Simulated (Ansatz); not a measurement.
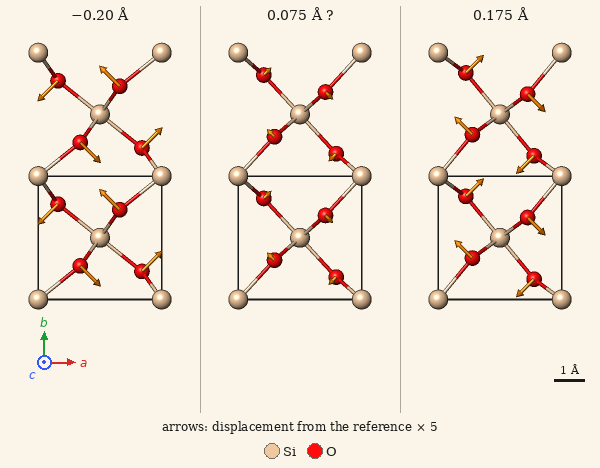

A scan of a crystal of SiO₂ (P4_2/mnm): a normal mode at the zone centre is frozen in with the cell fixed, the amplitude being the largest displacement of an atom. The picture is a ball-and-stick view of the cell of the calculation, repeated 1 × 2 × 2 with one cell outlined, seen along the c axis. Orange arrows: displacements from the reference.

Theory: Ansatz 0.2.0, DFT r2SCAN, scalar-relativistic, plane waves, PAW. Set-up: plane-wave cutoff 500 eV; k-point mesh 6 × 6 × 8; occupations gaussian; smearing width 0.05 eV; no spin polarisation. Energies (free energies at the smearing named) are counted from the relaxed crystal.

| largest displacement (Å) | E − E(ref) (meV/cell) |
| --- | --- |
| −0.200 | 297.1 |
| −0.100 | 66.2 |
| 0.000 | 0.0 |
| 0.025 | 4.0 |
| 0.050 | 16.0 |
| 0.075 | ? |
| 0.125 | 105.8 |
| 0.150 | 156.5 |
| 0.175 | 219.7 |

Q: One row is withheld. What is its energy?

A: A straight line between the two neighbours gives 45.9 meV/cell. A cubic through the four nearest rows (0.025, 0.050, 0.125, 0.150) gives, with Lagrange weights, (−0.3000)(4.0) + (1.0000)(16.0) + (0.5000)(105.8) + (−0.2000)(156.5) = 36.4 meV/cell. The calculation gives 36.6 meV/cell, so the cubic is 0.2 meV/cell too low and the straight line 9.3 meV/cell too high, as the curve bends upwards here.

The whole profile:

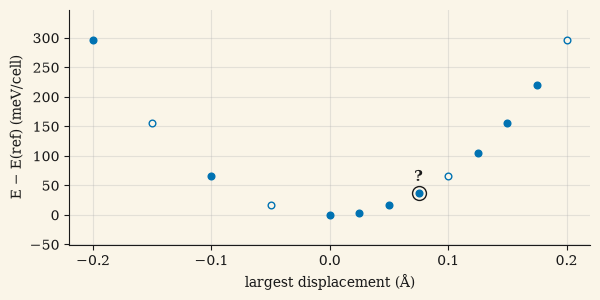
